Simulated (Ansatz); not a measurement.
This input was run:

```
crystal:
  lattice:
    - [3.292219525, -2.0343234529, 0.0]
    - [3.292219525, 2.0343234529, 0.0]
    - [0.0, 0.0, 8.0987698865]
  atoms:
    - { symbol: Cl, position: [0.8756465304, 0.1243534696, 0.1088043941] }
    - { symbol: Cl, position: [0.6243534696, 0.3756465304, 0.6088043941] }
    - { symbol: Cl, position: [0.1243534696, 0.8756465304, 0.8911956059] }
    - { symbol: Cl, position: [0.3756465304, 0.6243534696, 0.3911956059] }
basis:
  ecutwfc: 420
kpoints:
  mp_grid: { grid: [8, 8, 4] }
  band_path:
    path:
      - [[0.0, 0.0, 0.0], [0.5, 0.5, 0.0], [0.34545583, 0.65454417, 0.0]]
      - [[-0.34545583, 0.34545583, 0.0], [0.0, 0.0, 0.0], [0.0, 0.0, 0.5], [-0.34545583, 0.34545583, 0.5]]
      - [[0.34545583, 0.65454417, 0.5], [0.5, 0.5, 0.5], [0.5, 0.5, 0.0]]
      - [[0.0, 0.0, 0.0], [0.0, 0.5, 0.0], [0.0, 0.5, 0.5], [0.0, 0.0, 0.5], [0.5, 0.5, 0.5]]
    npoints: 14
hamiltonian:
  xc: pbe
  dispersion: d3bj
scf:
  occupations: { method: gaussian, width: 0.02 }
  n_extra_bands: 10
output:
  forces: true
  stress: true
  eigenvalues: true
  populations: true
  dos: { projected: true, de: 0.02, nscf_kmesh: { grid: [12, 12, 6] } }
  bader: true
  write_density: true
  write_potential: true
  elf: true
  volumetric_format: npy
```

Launched with:
```bash
ansatz run input.yaml --threads 1 --pin off --max-ram 2560MiB --backend cpu --events-out ev --progress --plain --runs-dir out
```

What will the band structure look like? The path is Γ–Y–F0|Δ0–Γ–Z–B0|G0–T–Y|Γ–S–R–Z–T.

The material is gapped. The gap along this path is 2.19 eV and direct: both edges lie at Γ. The top valence level at Γ is a single band, not degenerate (spin aside). The top valence band spans 0.7 eV and the lowest conduction band 0.7 eV. The direct gaps are 3.25 eV at T, 2.65 eV at Z and 3.26 eV at S.

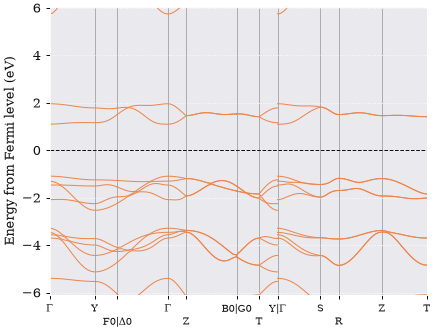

Band structure. Energies are counted from the Fermi level.
